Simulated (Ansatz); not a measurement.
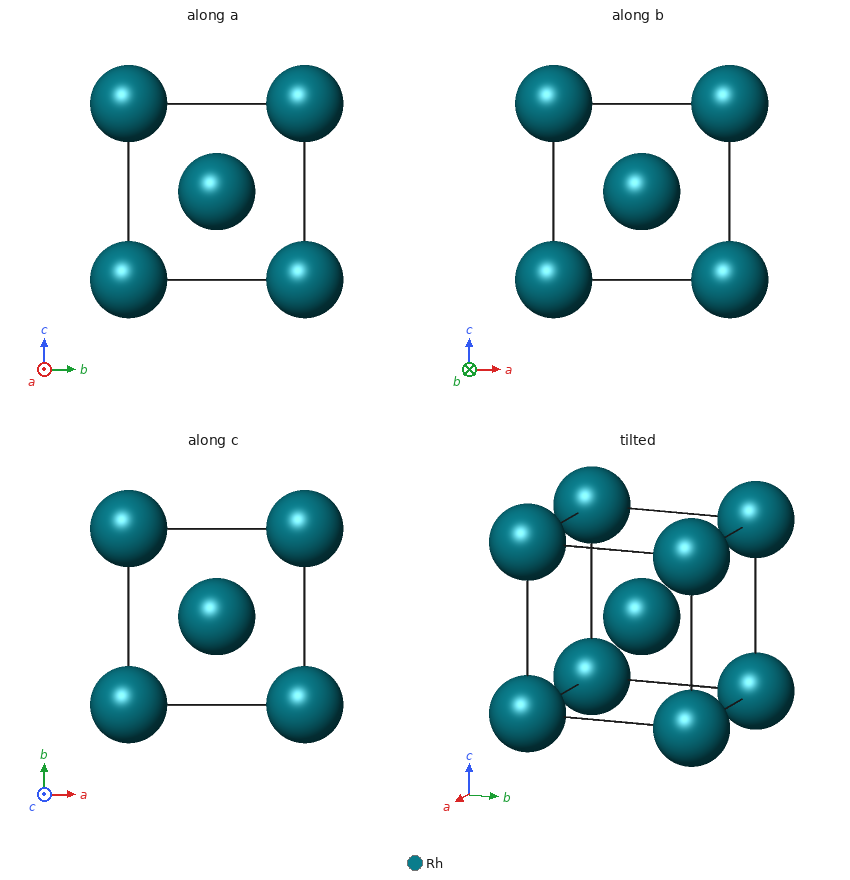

View along the a axis, along the b axis, along the c axis and slightly off an axis, drawn as a spheres-only model. The frame is the conventional unit cell; atoms at its boundary are shown with their periodic copies.

Lattice parameters: a = 3.0084 Å, b = 3.0084 Å, c = 3.0084 Å, α = 90.000°, β = 90.000°, γ = 90.000°.

Put the structure into a CIF in P1 with every atom of the cell.

```cif
data_structure
_symmetry_space_group_name_H-M 'P 1'
_symmetry_Int_Tables_number 1
_cell_length_a 3.0084
_cell_length_b 3.0084
_cell_length_c 3.0084
_cell_angle_alpha 90.000
_cell_angle_beta 90.000
_cell_angle_gamma 90.000
_cell_volume 27.23
loop_
_atom_site_label
_atom_site_type_symbol
_atom_site_fract_x
_atom_site_fract_y
_atom_site_fract_z
_atom_site_occupancy
Rh1 Rh 0.0000 0.0000 0.0000 1
Rh2 Rh 0.5000 0.5000 0.5000 1
```

The starting point was a structure type filled with this element by a generator (whether the element takes this form wasn't checked). It is drawn as it came out of a relaxation with Ansatz, DFT, LDA (PW92), plane waves (420 eV) with PAW, scalar-relativistic.
